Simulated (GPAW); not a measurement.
System: wurtzite GeSi, space group P6_3mc (No. 186), 4 atoms in the cell.

```cif
data_structure
_symmetry_space_group_name_H-M 'P 1'
_symmetry_Int_Tables_number 1
_cell_length_a 4.0606
_cell_length_b 4.0606
_cell_length_c 6.7088
_cell_angle_alpha 90.000
_cell_angle_beta 90.000
_cell_angle_gamma 120.000
_cell_volume 95.80
loop_
_atom_site_label
_atom_site_type_symbol
_atom_site_fract_x
_atom_site_fract_y
_atom_site_fract_z
_atom_site_occupancy
Ge1 Ge 0.33333 0.66667 0.00039 1
Ge2 Ge 0.66667 0.33333 0.50039 1
Si1 Si 0.33333 0.66667 0.37461 1
Si2 Si 0.66667 0.33333 0.87461 1
```

Method: PBEsol, PAW data sets generated in the run's folder for this functional, no spin polarisation, no spin-orbit coupling, 8×8×4 k mesh, 600 eV cutoff, Fermi-Dirac smearing of 0.05 eV (GPAW 26.7.0).

Predict the main features of the band structure. The path is Γ–M–K–Γ–A–L–H–A|L–M|K–H.

The bands leave a gap. The gap along this path is 0.10 eV and direct: both edges lie at Γ. It is not wide against the smearing used. Two bands meet at the valence-band top at Γ: it is doubly degenerate (spin aside). The top valence band spans 3.0 eV and the lowest conduction band 2.2 eV. The direct gaps are 1.86 eV at M, 3.08 eV at H and 4.28 eV at K.

Spin-orbit coupling is left out, which matters for Ge. The cell is under a strain of +4 % (hydrostatic). LDA, GGA and most meta-GGA functionals understate gaps. The cell is at −7 GPa in this functional. The cell comes from a database of computed structures, and whether it is the stable form of this composition wasn't checked.

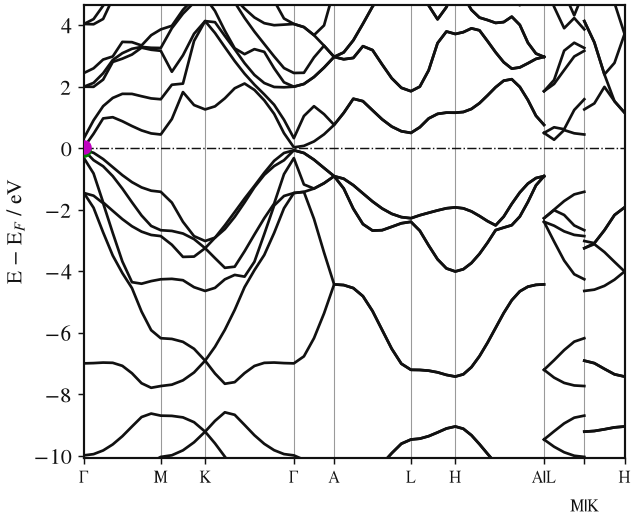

Band structure. Energies are counted from the Fermi level.
